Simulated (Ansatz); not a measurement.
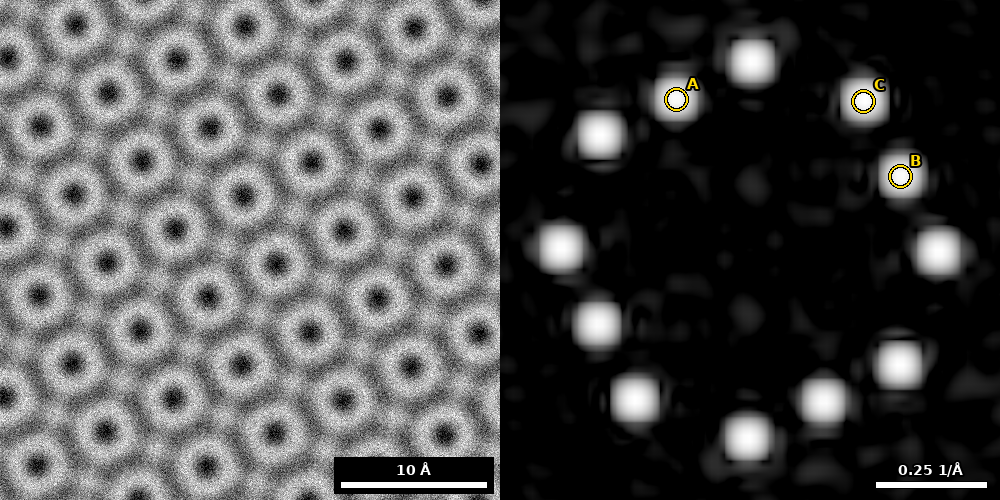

Phase-contrast TEM-like image of a crystal. Simulated in the weak-phase-object approximation with neutral-atom potentials: 300 kV, Cs = 1.20 mm, defocus −583 Å (negative is underfocus), defocus spread 40 Å, aperture 0.49 1/Å. Shot noise was added.

The right panel is the modulus of the image's Fourier transform on a logarithmic scale.

Which lattice spacings do the marked spots stand for, and what angle do A and B enclose?

A: 2.6 Å, B: 2.6 Å, C: 2.3 Å; A and B enclose about 90°.

The crystal is Ta (Pm-3n, No. 223) along [001]; the spots are (0 -2 0), (-2 0 0) and (-2 -1 0). Model: the end point of a relaxation with Ansatz, DFT, PBEsol, plane waves (420 eV) with PAW, scalar-relativistic; the starting structure was generated, so it need not be a known form of this composition.
